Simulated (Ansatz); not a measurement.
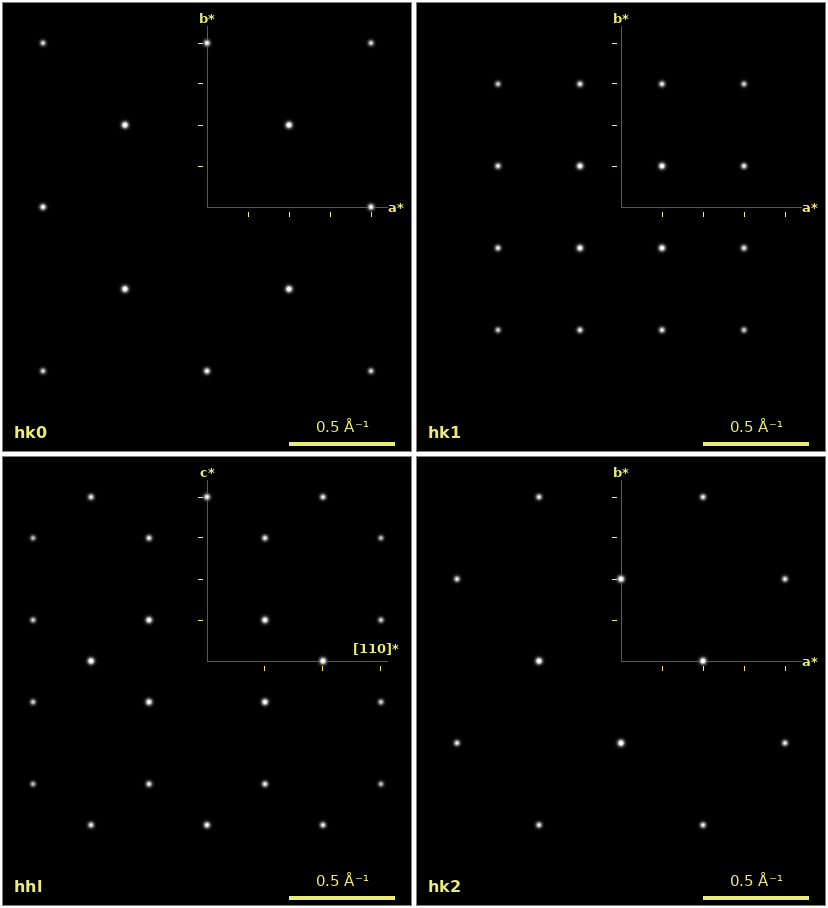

Four undistorted layers of reciprocal space, calculated for a single crystal (X-rays, kinematic |F|², B = 0.5 Å²). Tick marks count the reciprocal lattice steps of the conventional cell along each axis.

The compound is Cr. Structure: the end point of a relaxation with Ansatz, DFT, PBE, plane waves (420 eV) with PAW, scalar-relativistic; the starting structure was generated, so it need not be a known form of this composition.

Question: Read the reciprocal cell and give the direct cell.

Answer: a* = 0.196, b* = 0.196, c* = 0.196 Å⁻¹; the cell is cubic with a = 5.10 Å.

Question: Which reflection conditions do the layers show?

Answer: Reflections are present only under these conditions. hkl: h + k = 2n, h + l = 2n; hk0: h = 2n, h + k = 4n; hhl: h + l = 2n; h00: h = 4n. The lattice is face-centred (F). Further gaps, such as 2 2 2, 4 4 2, come from atoms on special positions, not from the group's general conditions.

Question: Which space groups fit?

Answer: The intensities have Laue symmetry m-3m (the hk0 layer shows 4mm, hk1 shows 4mm). With these conditions only Fd-3m (No. 227) fits.
